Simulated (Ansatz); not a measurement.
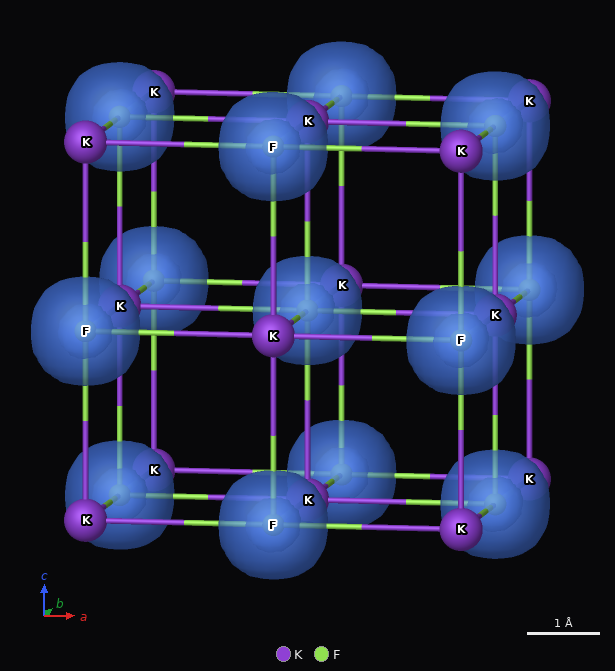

KF. Isosurface of the ELF at 0.75 (blue), seen slightly off an axis. Core shells and regions of very low density are left out. Sticks mark near contacts.

Space group Fm-3m.

These are results of DFT, r2SCAN, PAW with Ansatz's default frozen-core files, scalar-relativistic; relaxation of cell and atoms (Ansatz 0.2.0), not measurements.

```
K F
1.0
     5.31759    0.00000    0.00000
     0.00000    5.31759    0.00000
     0.00000    0.00000    5.31759
K F
4 4
Cartesian
  0.0000 0.0000 0.0000
  2.6588 2.6588 0.0000
  2.6588 0.0000 2.6588
  0.0000 2.6588 2.6588
  2.6588 0.0000 0.0000
  0.0000 2.6588 0.0000
  0.0000 0.0000 2.6588
  2.6588 2.6588 2.6588
```

> Where are the electrons localised?

The ELF exceeds this value in four regions wrapped around F (the valence shell of each), counted in one cell of 8 atoms. Any copies at cell faces, edges or corners count once.

Values along the shortest contacts:
K–F (2.66 Å): the ELF is about 0.05 at the midpoint; a closed-shell, largely ionic contact.

> Does the calculation give a band gap?

It is gapped, with a Kohn–Sham gap of 6.9 eV on the k-point mesh, an upper bound to the gap of this method.
